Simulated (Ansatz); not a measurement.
```cif
data_structure
_symmetry_space_group_name_H-M 'P 1'
_symmetry_Int_Tables_number 1
_cell_length_a 4.0559
_cell_length_b 4.2168
_cell_length_c 5.6506
_cell_angle_alpha 90.000
_cell_angle_beta 90.000
_cell_angle_gamma 90.000
_cell_volume 96.64
loop_
_atom_site_label
_atom_site_type_symbol
_atom_site_fract_x
_atom_site_fract_y
_atom_site_fract_z
_atom_site_occupancy
Al1 Al 0.00000 0.50000 0.25276 1
Al2 Al 0.50000 0.00000 0.24724 1
Al3 Al 0.50000 0.00000 0.75276 1
Al4 Al 0.00000 0.50000 0.74724 1
Cu1 Cu 0.00000 0.00000 0.50000 1
Cu2 Cu 0.50000 0.50000 0.00000 1
```

Space group Immm; a structure from a database of computed crystals, not necessarily the ambient phase; changed on purpose from its base cell (uniaxial strain along a, b, c and atoms relaxed: +4.0 %); computed pressure about −2 GPa in this cell; computed without spin polarisation.

These are results of DFT r2SCAN, scalar-relativistic, plane waves, PAW in Ansatz, not measurements.

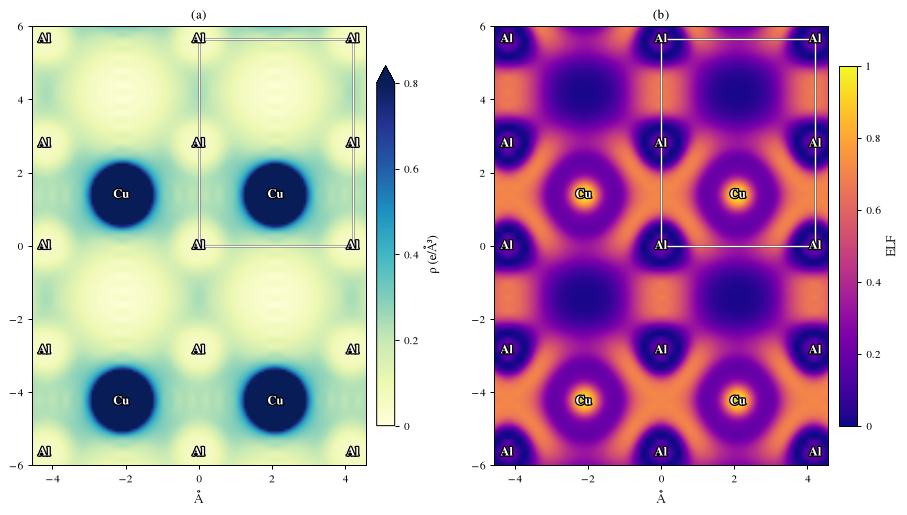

Al₂Cu. (a) valence electron density; (b) ELF on the (100) plane of the conventional cell.

In a PAW calculation such maps are meaningful between the atoms, not at the nuclei.

Q: What do the fields say about this system?

A: Atoms in the plane: Al and Cu.
Al–Al (2.79 Å): ρ at the midpoint is about 0.23 e/Å³; the ELF peaks at about 0.70 between the atoms.
Al–Cu (2.53 Å): the density is about 0.3 e/Å³ at the midpoint; the ELF peaks at about 0.70 between the atoms.
Al–Al (2.86 Å): ρ is about 0.24 e/Å³ halfway; the ELF peaks at about 0.70 between the atoms.
Between the atoms the lowest density in this plane is 0.006 e/Å³.
The features right at Cu lie inside the PAW spheres, where the map follows smoothed inner orbitals and isn't to be read closely.
